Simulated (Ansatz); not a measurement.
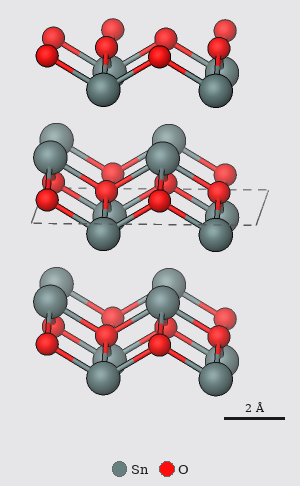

A scan of a crystal of SnO (Cmce): the crystal is pulled apart rigidly along the normal of the (0 0 1) plane of the conventional cell, at a cut between a plane of Sn below and one of O above, 1.15 Å apart. One cut stands in each cell, which starts 9.9 Å high; nothing is relaxed, and the dashed outline marks the cut. The picture shows the perfect crystal around the cut (dashed). The picture is a ball-and-stick view of the layers on both sides of the cut, seen from the side, nearly along the cut plane.

Theory: Ansatz 0.2.0, DFT r2SCAN, scalar-relativistic, plane waves, PAW. Settings: plane-wave cutoff 500 eV; k-point mesh 9 × 9 × 4; occupations gaussian; smearing width 0.03 eV; no spin polarisation. Energies (free energies at the smearing named) are counted from the relaxed crystal.

```
Sn O
1.0
    -2.69244    2.69253    0.00000
    -2.69244   -2.69253    0.00000
     0.00000    0.00000    9.87555
Sn O
4 4
Direct
  0.00007 0.99993 0.99467
  0.99993 0.00007 0.49467
  0.49992 0.50008 0.26233
  0.50008 0.49992 0.76233
  0.99990 0.50010 0.37850
  0.00010 0.49990 0.87850
  0.49990 0.00010 0.37850
  0.50010 0.99990 0.87850
```

Q: Predict the energy profile (the opening: −0.30, −0.15, 0.00, 0.25, 0.50, 0.75, 1.00, 1.50, 2.00, 3.00, 4.50, 6.00 Å).

A:
| opening (Å) | ΔE per area (J/m²) |
| --- | --- |
| −0.30 | 0.8 |
| −0.15 | 0.2 |
| 0.00 | 0.0 |
| 0.25 | 0.5 |
| 0.50 | 1.6 |
| 0.75 | 3.1 |
| 1.00 | 4.4 |
| 1.50 | 6.1 |
| 2.00 | 7.0 |
| 3.00 | 7.7 |
| 4.50 | 8.0 |
| 6.00 | 8.1 |

At the widest opening, 6.00 Å, the energy has risen by 8.1 J/m², where the curve has levelled off: this is the ideal work of separation, the sum of the two unrelaxed surface energies of a slab 9.9 Å thick. The steepest rise lies between 0.50 Å and 0.75 Å, with a mean traction of about 57 GPa. Pressing the cut together by 0.30 Å costs 0.8 J/m². The band gap on the mesh, 0.50 eV in the reference, closes at 0.50 Å, 0.75 Å, 1.00 Å, 1.50 Å, 2.00 Å, 3.00 Å, 4.50 Å, 6.00 Å.

As a plot:

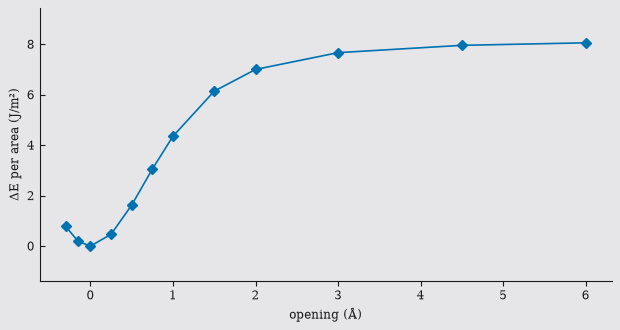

Limits of the set-up: layers or molecules are held without a dispersion correction, so their spacing is unreliable.
